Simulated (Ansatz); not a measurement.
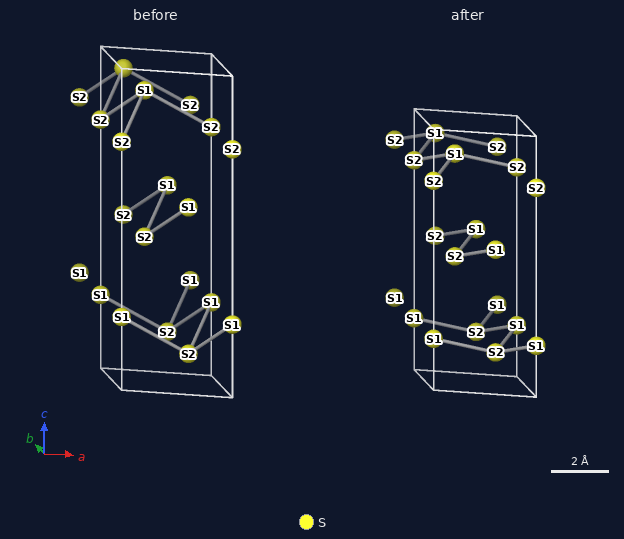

The structure of a crystal of S (built on the grey arsenic (A7)_166 type) (coarse preliminary run) before (left) and after (right) a relaxation, at one scale.

A ball-and-stick model of the conventional cell (3 times the calculation's cell), repeated 1 × 2 × 1 with one cell outlined, seen slightly off an axis. Lengths and directions refer to the drawn axes.

Case: grey arsenic (A7) type (R-3m, No. 166).

These are results of DFT PBEsol, scalar-relativistic, plane waves, PAW (Ansatz 0.2.0), not measurements. Set-up: plane-wave cutoff 420 eV; k-point mesh 6 × 6 × 6; occupations gaussian; smearing width 0.1 eV; no spin polarisation; cell and atoms relaxed; force threshold 0.04 eV/Å; at most 70 steps.

### Describe what moved and what it gained.

After 7 accepted moves (10 points after the start) the energy has fallen by 866 meV per atom. Largest force component: 0.84 eV/Å at the start, 0.0039 eV/Å at the end. The pressure goes from −12.94 to −0.07 GPa. The line search rejected the trial steps at points 4, 5 of the run. At 1 point the geometry stayed and the basis and grid were re-selected for the new cell (energy shift of 0.2 meV per atom at most each time). The largest moves relative to the cell, 0.29 Å, are those of S1 and S2. S1 goes along −c. The volume changes by −30.3 %, with a = b 4.162 → 3.860 Å (−7.3 %), c 11.578 → 9.386 Å (−18.9 %). Among the contacts that change: S1–S2 2.786 → 2.301 Å. The space group stays R-3m (No. 166).
